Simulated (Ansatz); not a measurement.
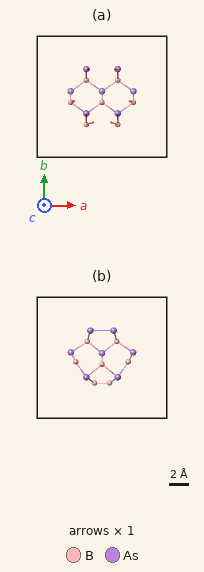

The structure of a wire of composition BAs before (top) and after (bottom) a relaxation, at one scale. The red arrows give the displacements, at their true length.

The picture is a ball-and-stick view of the 2 repeat of the cell, with the vacuum cut short, seen along the c axis.

Case: wire along [1 1 0], 14 atoms a period.

All numbers below come from Ansatz 0.2.0, DFT PBEsol, scalar-relativistic, plane waves, PAW. (plane-wave cutoff 420 eV; k-point mesh 1 × 1 × 10; occupations gaussian; smearing width 0.05 eV; collinear spin; cell relaxed at fixed a, b, alpha, beta, gamma; force threshold 0.02 eV/Å; at most 45 steps)

Q: Summarise the run.

A: The largest moves relative to the centre of the atoms, 0.91 Å, are those of B atoms. By element the largest moves are B 0.91 Å, As 0.43 Å. Along the periodic axis the drawn cell goes c 6.743 → 6.740 Å (0.0 %). Near-neighbour distances that change, for instance: B–B 3.371 → 1.628 Å, As–As 3.371 → 2.519 Å, As–B 2.065 → 2.198 Å, As–B 2.065 → 2.001 Å. New bonds form, among them: As–As (3.37 → 2.52 Å), B–B (3.37 → 1.63 Å). Among the angles between lasting bonds that change: B–As–B 109.5° → 81.9°, B–As–B 109.5° → 84.7°, B–As–B 109.5° → 93.8°. After 13 accepted moves (14 points after the start) the energy has fallen by 5.950 eV per cell of the calculation. The largest force component goes from 2.1 to 0.0025 eV/Å. The SCF was repeated once at an unchanged geometry on a basis and grid sized afresh for the cell, which shifted the energy by 0.1 meV per cell of the calculation at most. The program noted that the starting moments weren't kept. Cost: 9.3 min on 4 threads of Arm Neoverse V2, with other jobs on the host, peak memory 2 GiB.
